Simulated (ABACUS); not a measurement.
System: Bi₂Se₃ (space group R-3m).

Method: DFT in plane waves or numerical atomic orbitals with pseudopotentials, no spin polarisation; energies at scaled volumes of the given cell, shape and fractions fixed, counted from the fit's minimum, third-order Birch-Murnaghan fit (ABACUS 3.10.1). All runs: no spin polarisation.

- k mesh: 6×6×6
- occupations: Fermi–Dirac
- smearing width: 0.05 eV
- potentials: PseudoDojo NC SR 0.4.1 PBE standard
- wave cutoff: 1361 eV
- density cutoff: 5442 eV

Describe the result: the energy against volume, with one curve for each functional. The cases: PBEsol; LDA.

The fitted equilibrium volumes, smallest first, are LDA 28.073, PBEsol 28.848 Å³/atom. The fitted bulk moduli, smallest first, are PBEsol 61.7, LDA 66.4 GPa.

PBEsol:
```json
{"volume (Å³/atom)": "26.68", "energy (meV/atom)": "36.40"}
{"volume (Å³/atom)": "27.81", "energy (meV/atom)": "7.69"}
{"volume (Å³/atom)": "28.95", "energy (meV/atom)": "0.06"}
{"volume (Å³/atom)": "30.08", "energy (meV/atom)": "9.39"}
```

LDA:
```json
{"volume (Å³/atom)": "26.68", "energy (meV/atom)": "15.86"}
{"volume (Å³/atom)": "27.81", "energy (meV/atom)": "0.52"}
{"volume (Å³/atom)": "28.95", "energy (meV/atom)": "5.31"}
{"volume (Å³/atom)": "30.08", "energy (meV/atom)": "26.20"}
```

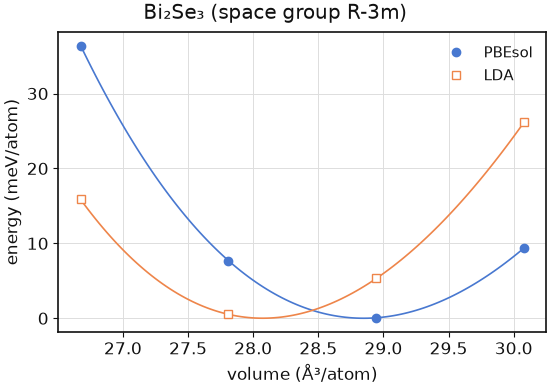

Note: home made orbitals; spin-orbit coupling left out, heavy elements; shape and atomic fractions are frozen while scaling, which makes layered, chain and framework solids too stiff.
